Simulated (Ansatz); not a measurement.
**Al3Ni5: geometry relaxation (part 1 of 2)**

- system: Al3Ni5 (Cmmm, 8 atoms in the cell)
- method: DFT LDA, scalar-relativistic, plane waves, PAW, no spin polarisation (Ansatz 0.2.0)

The structure derives from a Materials Project entry. Figures and captions count atoms from 1; the log counts them from 0 in places.

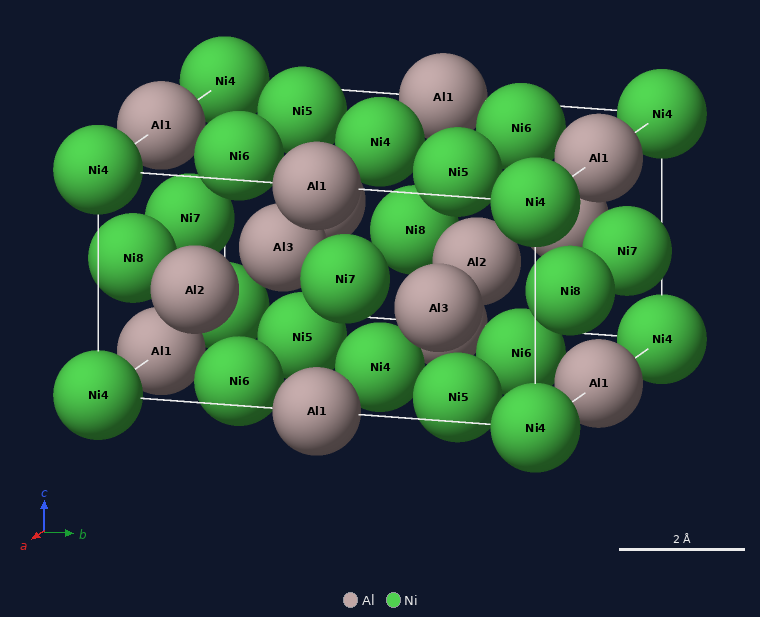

*The starting structure (spheres-only view of the cell 2 times as large as that of the calculation, set on its symmetry axes, seen slightly off an axis; atoms are numbered from 1 in the order of the input). An atom can appear more than once, as a periodic image.*

### Results in brief

```csv
quantity,value
outcome,converged
space group (tolerance 0.01 Å),Cmmm (65)
electrons treated,99
free energy,−30410.3966 eV
Fermi energy,15.725 eV
gap on the k-point mesh,none (metallic)
pressure,−0.01 GPa
final volume,87.61 Å³
largest force (length of the vector) at the end,0.002 eV/Å
final cell,"a = 4.894 Å, b = 4.894 Å, c = 3.683 Å, α = 90.00°, β = 90.00°, γ = 96.61°"
hardware,"4 threads of AMD EPYC (Zen 5), 32 GiB of memory available, shared host"
wall time,18 s (CPU time 72 s)
peak memory,0.87 GiB
```

### Remarks

The run has no spin polarisation, so a magnetic state may lie lower.

### Input
```yaml
crystal:
  lattice:
    - [3.2778494058, -3.7004715487, 0.0]
    - [3.2778494058, 3.7004715487, 0.0]
    - [0.0, 0.0, 3.72527337]
  atoms:
    - { symbol: Al, position: [0.5, 0.5, 0.0] }
    - { symbol: Al, position: [0.77873701, 0.22126299, 0.5] }
    - { symbol: Al, position: [0.22126299, 0.77873701, 0.5] }
    - { symbol: Ni, position: [0.0, 0.0, 0.0] }
    - { symbol: Ni, position: [0.0, 0.5, 0.0] }
    - { symbol: Ni, position: [0.5, 0.0, 0.0] }
    - { symbol: Ni, position: [0.27589205, 0.27589205, 0.5] }
    - { symbol: Ni, position: [0.72410795, 0.72410795, 0.5] }
basis:
  ecutwfc: 420
kpoints:
  mp_grid: { grid: [8, 8, 10] }
hamiltonian:
  xc: lda
scf:
  occupations: { method: gaussian, width: 0.1 }
output:
  forces: true
  stress: true
  eigenvalues: true
  write_density: true
  write_potential: true
  elf: true
  volumetric_format: npy
relax:
  adjacent_minimum: "off"
  f_tol: 0.005
  max_steps: 80
  cell: { stress_tol: 0.05 }
```

Command:
```bash
ansatz run input.yaml --threads 4 --pin off --max-ram 12288MiB --backend cpu --events-out ev --progress --plain --runs-dir out
```

### Log
```
Engine: ansatz 0.2.0, x86_64-unknown-linux-gnu
Pseudopotentials: kind: paw
Pseudopotential: Al, paw, valence charge 3, recommended cutoff 420 eV (normal), Al.paw.azcp
Pseudopotential: Ni, paw, valence charge 18, recommended cutoff 420 eV (normal), Ni.paw.azcp
Functional definition: SPW92
  exchange = slater_x
  correlation = pw_c
Crystal: 8 atoms, lattice volume = 90.372 Å³
Basis set: ecut = 420 eV, 1775 PW (Γ)
Bands: 60, of which v1, the nominal top of the filled ones, is band 50 counted from 1 (49 counted from 0)
Symmetry: 8 space group operations
Space group: Cmmm (ITA 65), of the structure as read, at distance tolerance 4.5e-5 Å
k-points: 126 of 640
Non-local potential: Al, projectors of the file, l = 0: 2, l = 1: 2, l = 2: 1
Non-local potential: Ni, projectors of the file, l = 0: 3, l = 1: 2, l = 2: 3, l = 3: 1
PAW form: soft (Blöchl's): semilocal exchange-correlation on the pseudo side does not see the compensation charge
PAW frozen core: Al, regenerated for the run's functional, and the local potential with it (the file was generated under x = pbe(κ = 0.804, μ = 0.2195149727645171), c = pbe(β = 0.06672455060314922))
PAW frozen core: Ni, regenerated for the run's functional, and the local potential with it (the file was generated under x = pbe(κ = 0.804, μ = 0.2195149727645171), c = pbe(β = 0.06672455060314922))
PAW one-centre angular grid: Al, 110 points (default); XC on 64 Gauss nodes
PAW one-centre angular grid: Ni, 590 points (default); XC on 64 Gauss nodes
Initial density: superposition of atomic densities (neutral atoms: chi_scale 0, normalization atom), corrected by the library's trained network
Initial wavefunctions: pseudopotential atomic-orbital guess
Functional: x = slater, c = lda
SCF iter   1: F=—  HF=-30410.376235 eV  |F-HF|=—  |Δ(HF+E_count)|=         —  Δρ=2.11e-2  dr2=2.09e-1  ethr=1.77e-3  ⟨swp⟩=6.0  Hψ=28318  notcnv=0  defer=84
preconditioner: auto → Kerker (q_TF=auto, 2.770 Å⁻¹)  [metal: Δε(μ)=0.010 eV  Ē_g=6.950 eV  σ=0.100 eV  W_gap=0.06  n_scr=34 (ndim 8)  ℏωp=30.0 eV  f_vac=0.000  D(μ)=4.09/eV (n_scr^D=34)]
SCF iter   2: F=—  HF=-30410.344805 eV  |F-HF|=—  |Δ(HF+E_count)|=   3.14e-2  Δρ=5.23e-3  dr2=1.61e-2  ethr=2.11e-4  ⟨swp⟩=2.8  Hψ=14938  notcnv=0  defer=415
SCF iter   3: F=—  HF=-30410.343041 eV  |F-HF|=—  |Δ(HF+E_count)|=   1.76e-3  Δρ=1.68e-3  dr2=2.72e-3  ethr=1.62e-5  ⟨swp⟩=1.2  Hψ=7230  notcnv=0  defer=415
SCF iter   4: F=—  HF=-30410.342554 eV  |F-HF|=—  |Δ(HF+E_count)|=   4.87e-4  Δρ=3.66e-4  dr2=1.85e-4  ethr=2.75e-6  ⟨swp⟩=1.4  Hψ=8053  notcnv=0  defer=415
SCF iter   5: F=—  HF=-30410.342520 eV  |F-HF|=—  |Δ(HF+E_count)|=   3.45e-5  Δρ=5.37e-5  dr2=3.58e-6  ethr=1.87e-7  ⟨swp⟩=2.1  Hψ=9885  notcnv=0  defer=415
SCF iter   6: F=—  HF=-30410.342518 eV  |F-HF|=—  |Δ(HF+E_count)|=   1.53e-6  Δρ=4.77e-5  dr2=1.67e-6  ethr=3.62e-9  ⟨swp⟩=2.0  Hψ=12978  notcnv=0  defer=415
SCF iter   7: F=—  HF=-30410.342518 eV  |F-HF|=—  |Δ(HF+E_count)|=   1.15e-7  Δρ=1.42e-5  dr2=1.44e-7  ethr=1.69e-9  ⟨swp⟩=1.7  Hψ=7483  notcnv=0  defer=415
SCF iter   8: F=-30410.342518 eV  HF=-30410.342518 eV  |F-HF|=1.09e-8  |Δ(HF+E_count)|=   2.95e-8  Δρ=3.64e-6  dr2=1.19e-8  ethr=1.01e-10  ⟨swp⟩=12.4  Hψ=52588  notcnv=0
SCF 1 converged in 8 iterations: F = -30410.342518 eV  dr2 = 1.19e-8
  greatest PAW one-centre occupation: 1.002 electrons in one spin orbital (limit 2), on the Ni atom at site 5 (counted from 0), in its partial waves of l = 1
relax step   1: F+E_penalty+E_count = -30410.34251826 eV  Δ(F+E_penalty+E_count) = +0.000e0 eV  max|allowed force component| = 1.094e-1 eV/Å  Δτ_max = 0.0000 Å  P = -5.897 GPa  Ω = 90.372 Å³  (8 SCF iters, dr2 threshold 1.00e-7 eV, accepted)
Crystal: 8 atoms, lattice volume = 88.809 Å³
Basis set: ecut = 420 eV, 1751 PW (Γ)
Initial density: handed on by an earlier stage of this run
Initial wavefunctions: those handed on with the density
iter 1 solved again at ethr=6.88e-6 eV; its pass at ethr=3.10e-3 eV (dr2=6.81e-3 eV) is discarded
SCF iter   1: F=—  HF=-30410.387228 eV  |F-HF|=—  |Δ(HF+E_count)|=         —  Δρ=3.30e-3  dr2=6.00e-3  ethr=6.88e-6  ⟨swp⟩=1.4  Hψ=31186  notcnv=0
preconditioner: auto → Kerker (q_TF=auto, 2.778 Å⁻¹)  [metal: Δε(μ)=0.001 eV  Ē_g=7.081 eV  σ=0.100 eV  W_gap=0.01  n_scr=34 (ndim 8)  ℏωp=30.3 eV  f_vac=0.000  D(μ)=4.16/eV (n_scr^D=34)]
SCF iter   2: F=—  HF=-30410.386235 eV  |F-HF|=—  |Δ(HF+E_count)|=   9.93e-4  Δρ=8.82e-4  dr2=5.09e-4  ethr=6.06e-6  ⟨swp⟩=1.1  Hψ=8059  notcnv=0
SCF iter   3: F=—  HF=-30410.386045 eV  |F-HF|=—  |Δ(HF+E_count)|=   1.89e-4  Δρ=2.63e-4  dr2=5.46e-5  ethr=5.14e-7  ⟨swp⟩=1.8  Hψ=11187  notcnv=0
SCF iter   4: F=—  HF=-30410.386034 eV  |F-HF|=—  |Δ(HF+E_count)|=   1.14e-5  Δρ=1.28e-4  dr2=1.48e-5  ethr=5.51e-8  ⟨swp⟩=2.1  Hψ=10950  notcnv=0
SCF iter   5: F=—  HF=-30410.386030 eV  |F-HF|=—  |Δ(HF+E_count)|=   3.55e-6  Δρ=2.88e-5  dr2=1.07e-6  ethr=1.49e-8  ⟨swp⟩=2.0  Hψ=8361  notcnv=0
SCF iter   6: F=-30410.386030 eV  HF=-30410.386030 eV  |F-HF|=9.83e-8  |Δ(HF+E_count)|=   4.85e-7  Δρ=1.02e-5  dr2=8.80e-8  ethr=8.08e-10  ⟨swp⟩=9.2  Hψ=54553  notcnv=0
SCF 2 converged in 6 iterations: F = -30410.386030 eV  dr2 = 8.80e-8
  Residual-converged pass: ⟨swp⟩=1.0  Hψ=8065  notcnv=0  max |occ|·‖R‖ = 7.1e-9 eV (tolerance 1.0e-8 eV)  dr2=8.80e-8  dr2_onsite=3.40e-8  max |Δocc| = 1.1e-10
relax step   2: F+E_penalty+E_count = -30410.38602989 eV  Δ(F+E_penalty+E_count) = -4.351e-2 eV  max|allowed force component| = 8.545e-2 eV/Å  Δτ_max = 0.0009 Å  P = -2.698 GPa  Ω = 88.809 Å³  energy of the carried Pulay correction = +9.789e-4 eV  (6 SCF iters, dr2 threshold 8.00e-7 eV, accepted)
Crystal: 8 atoms, lattice volume = 87.535 Å³
Basis set: ecut = 420 eV, 1735 PW (Γ)
iter 1 solved again at ethr=5.00e-6 eV; its pass at ethr=3.10e-3 eV (dr2=4.95e-3 eV) is discarded
SCF iter   1: F=—  HF=-30410.398755 eV  |F-HF|=—  |Δ(HF+E_count)|=         —  Δρ=2.82e-3  dr2=4.44e-3  ethr=5.00e-6  ⟨swp⟩=1.3  Hψ=31273  notcnv=0
preconditioner: auto → Kerker (q_TF=auto, 2.785 Å⁻¹)  [metal: Δε(μ)=0.004 eV  Ē_g=7.185 eV  σ=0.100 eV  W_gap=0.02  n_scr=34 (ndim 8)  ℏωp=30.5 eV  f_vac=0.000  D(μ)=4.02/eV (n_scr^D=34)]
SCF iter   2: F=—  HF=-30410.398030 eV  |F-HF|=—  |Δ(HF+E_count)|=   7.25e-4  Δρ=7.84e-4  dr2=4.54e-4  ethr=4.49e-6  ⟨swp⟩=1.0  Hψ=7563  notcnv=0
SCF iter   3: F=—  HF=-30410.397882 eV  |F-HF|=—  |Δ(HF+E_count)|=   1.49e-4  Δρ=2.51e-4  dr2=6.59e-5  ethr=4.58e-7  ⟨swp⟩=1.7  Hψ=10161  notcnv=0
SCF iter   4: F=—  HF=-30410.397870 eV  |F-HF|=—  |Δ(HF+E_count)|=   1.15e-5  Δρ=1.31e-4  dr2=1.82e-5  ethr=6.66e-8  ⟨swp⟩=2.4  Hψ=12272  notcnv=0
iter 5 did not close the SCF: its close was put off for the readings that it lacked (scf_convergence_deferred on its scf_iter line)
SCF iter   5: F=-30410.397865 eV  HF=-30410.397866 eV  |F-HF|=7.01e-7  |Δ(HF+E_count)|=   4.10e-6  Δρ=2.69e-5  dr2=7.81e-7  ethr=1.84e-8  ⟨swp⟩=2.0  Hψ=8351  notcnv=0
SCF iter   6: F=-30410.397866 eV  HF=-30410.397866 eV  |F-HF|=2.60e-7  |Δ(HF+E_count)|=   2.41e-7  Δρ=1.70e-5  dr2=2.26e-7  ethr=7.89e-10  ⟨swp⟩=7.1  Hψ=53499  notcnv=0
SCF 3 converged in 6 iterations: F = -30410.397866 eV  dr2 = 2.26e-7
relax step   3: F+E_penalty+E_count = -30410.39786556 eV  Δ(F+E_penalty+E_count) = -1.184e-2 eV  max|allowed force component| = 2.576e-2 eV/Å  Δτ_max = 0.0058 Å  P = +0.171 GPa  Ω = 87.535 Å³  energy of the carried Pulay correction = +1.790e-3 eV  (6 SCF iters, dr2 threshold 8.00e-7 eV, accepted)
Crystal: 8 atoms, lattice volume = 87.614 Å³
iter 1 solved again at ethr=2.36e-7 eV; its pass at ethr=3.10e-3 eV (dr2=2.34e-4 eV) is discarded
SCF iter   1: F=—  HF=-30410.398100 eV  |F-HF|=—  |Δ(HF+E_count)|=         —  Δρ=5.43e-4  dr2=2.20e-4  ethr=2.36e-7  ⟨swp⟩=2.0  Hψ=31264  notcnv=0
preconditioner: auto → Kerker (q_TF=auto, 2.784 Å⁻¹)  [metal: Δε(μ)=0.005 eV  Ē_g=7.182 eV  σ=0.100 eV  W_gap=0.03  n_scr=34 (ndim 8)  ℏωp=30.5 eV  f_vac=0.000  D(μ)=4.01/eV (n_scr^D=34)]
SCF iter   2: F=—  HF=-30410.398088 eV  |F-HF|=—  |Δ(HF+E_count)|=   1.29e-5  Δρ=2.23e-4  dr2=4.80e-5  ethr=2.22e-7  ⟨swp⟩=1.0  Hψ=7560  notcnv=0
SCF iter   3: F=—  HF=-30410.398072 eV  |F-HF|=—  |Δ(HF+E_count)|=   1.53e-5  Δρ=7.29e-5  dr2=6.10e-6  ethr=4.85e-8  ⟨swp⟩=1.0  Hψ=7560  notcnv=0
SCF iter   4: F=—  HF=-30410.398071 eV  |F-HF|=—  |Δ(HF+E_count)|=   1.03e-6  Δρ=2.94e-5  dr2=5.93e-7  ethr=6.16e-9  ⟨swp⟩=2.6  Hψ=11087  notcnv=0
iter 5 did not close the SCF: its close was put off for the readings that it lacked (scf_convergence_deferred on its scf_iter line)
SCF iter   5: F=-30410.398071 eV  HF=-30410.398071 eV  |F-HF|=1.20e-7  |Δ(HF+E_count)|=   1.32e-7  Δρ=1.34e-5  dr2=1.06e-7  ethr=5.99e-10  ⟨swp⟩=2.1  Hψ=11941  notcnv=0
SCF iter   6: F=-30410.398071 eV  HF=-30410.398071 eV  |F-HF|=3.90e-9  |Δ(HF+E_count)|=   1.30e-8  Δρ=2.60e-6  dr2=5.08e-9  ethr=1.07e-10  ⟨swp⟩=6.3  Hψ=48944  notcnv=0
SCF 4 converged in 6 iterations: F = -30410.398071 eV  dr2 = 5.08e-9
  greatest PAW one-centre occupation: 1.002 electrons in one spin orbital (limit 2), on the Ni atom at site 4 (counted from 0), in its partial waves of l = 1
relax step   4: F+E_penalty+E_count = -30410.39807112 eV  Δ(F+E_penalty+E_count) = -2.056e-4 eV  max|allowed force component| = 1.672e-3 eV/Å  Δτ_max = 0.0046 Å  P = +0.010 GPa  Ω = 87.614 Å³  energy of the carried Pulay correction = +1.739e-3 eV  (6 SCF iters, dr2 threshold 1.42e-7 eV, accepted)
Initial wavefunctions: pseudopotential atomic-orbital guess (no wavefunctions were taken with the density)
iter 1 solved again at ethr=4.16e-7 eV; its pass at ethr=3.10e-3 eV (dr2=4.12e-4 eV) is discarded
SCF iter   1: F=—  HF=-30410.396553 eV  |F-HF|=—  |Δ(HF+E_count)|=         —  Δρ=7.65e-5  dr2=1.34e-6  ethr=4.16e-7  ⟨swp⟩=3.0  Hψ=45942  notcnv=0
preconditioner: auto → Kerker (q_TF=auto, 2.784 Å⁻¹)  [metal: Δε(μ)=0.003 eV  Ē_g=7.182 eV  σ=0.100 eV  W_gap=0.02  n_scr=34 (ndim 8)  ℏωp=30.5 eV  f_vac=0.000  D(μ)=4.02/eV (n_scr^D=34)]
SCF iter   2: F=—  HF=-30410.396554 eV  |F-HF|=—  |Δ(HF+E_count)|=   7.83e-7  Δρ=6.18e-5  dr2=1.32e-6  ethr=1.35e-9  ⟨swp⟩=2.3  Hψ=13314  notcnv=0
SCF iter   3: F=—  HF=-30410.396554 eV  |F-HF|=—  |Δ(HF+E_count)|=   2.34e-7  Δρ=1.67e-5  dr2=1.05e-7  ethr=1.33e-9  ⟨swp⟩=1.1  Hψ=7568  notcnv=0
SCF iter   4: F=—  HF=-30410.396554 eV  |F-HF|=—  |Δ(HF+E_count)|=   1.14e-9  Δρ=1.17e-6  dr2=3.64e-10  ethr=1.07e-10  ⟨swp⟩=2.0  Hψ=10745  notcnv=0
SCF iter   5: F=—  HF=-30410.396554 eV  |F-HF|=—  |Δ(HF+E_count)|=   6.89e-9  Δρ=6.72e-7  dr2=3.19e-10  ethr=1.00e-12  ⟨swp⟩=2.0  Hψ=13878  notcnv=0
SCF iter   6: F=-30410.396554 eV  HF=-30410.396554 eV  |F-HF|=2.18e-11  |Δ(HF+E_count)|=  4.37e-11  Δρ=1.32e-7  dr2=1.65e-11  ethr=1.00e-12  ⟨swp⟩=4.6  Hψ=35057  notcnv=0
SCF 5 converged in 6 iterations: F = -30410.396554 eV  dr2 = 1.65e-11
relax step   5: F+E_penalty+E_count = -30410.39655403 eV  Δ(F+E_penalty+E_count) = +1.517e-3 eV  max|allowed force component| = 1.544e-3 eV/Å  Δτ_max = 0.0000 Å  P = -0.010 GPa  Ω = 87.614 Å³  stress off target by 2.69e-2 GPa  SCF on the basis re-selected at this cell (its energy is not comparable with the rows above)  (6 SCF iters)
```

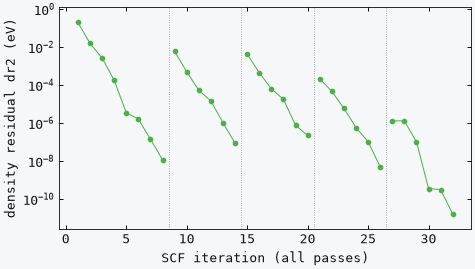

*Convergence of the self-consistent field: density residual dr2 against the SCF iteration. The dotted lines part the SCF passes of the relaxation: geometry steps, rejected trials and re-solves on a re-selected basis.*

The 5 passes take 6 to 8 iterations each, 32 in all.

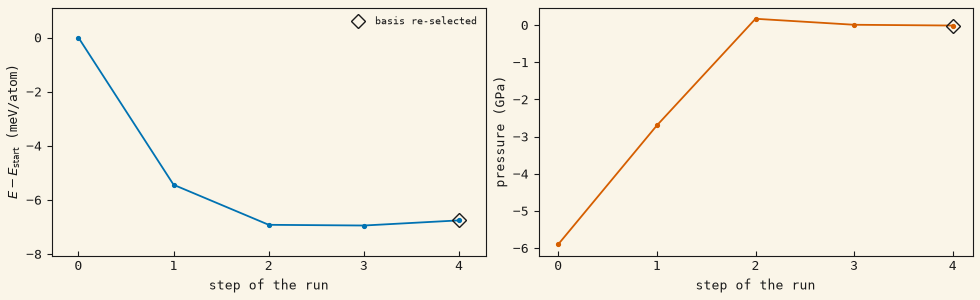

*Progress of the relaxation, step by step (the first geometry is step 0 here and step 1 in the log).*

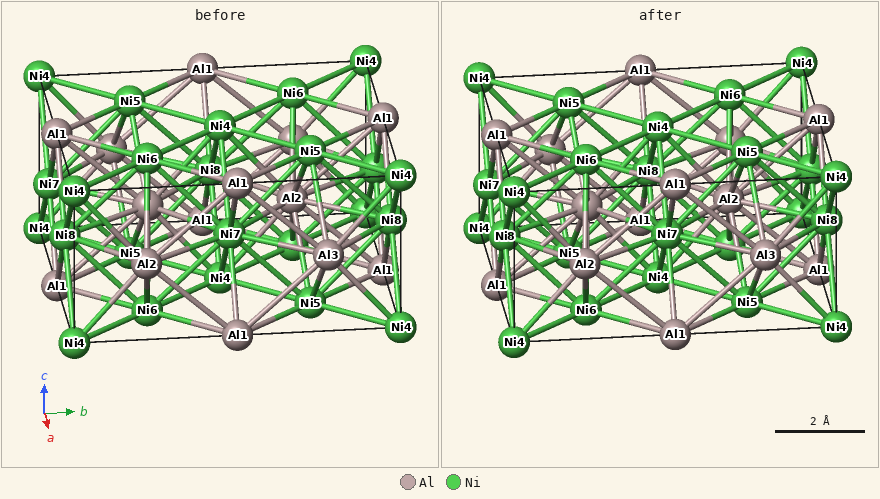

*Before (left) and after (right) the relaxation, at one scale (ball-and-stick view of the cell 2 times as large as that of the calculation, set on its symmetry axes, seen at an oblique angle).*

The largest moves relative to the cell, 0.011 Å, are those of Al2 and Al3. By element the largest moves are Al 0.011 Å, Ni 0.006 Å. The drawn cell changes as follows: a 6.556 → 6.510 Å (−0.7 %), b 7.401 → 7.308 Å (−1.3 %), c 3.725 → 3.683 Å (−1.1 %); the volume changes by −3.1 %. Among the contacts that change: Al2–Ni4 2.480 → 2.443 Å, Ni5–Ni7 2.631 → 2.600 Å, Al1–Ni7 2.372 → 2.346 Å, Al2–Ni7 2.440 → 2.414 Å. The space group stays Cmmm (No. 65). After 3 geometry steps the energy has fallen by 6.9 meV per atom. Largest force component: 0.11 eV/Å at the start, 0.0015 eV/Å at the end. The pressure goes from −5.90 to −0.01 GPa. A last SCF at the same geometry on a re-selected plane-wave basis shifts the energy by +0.2 meV per atom. (Atoms are counted from 1 in the order of the input.)
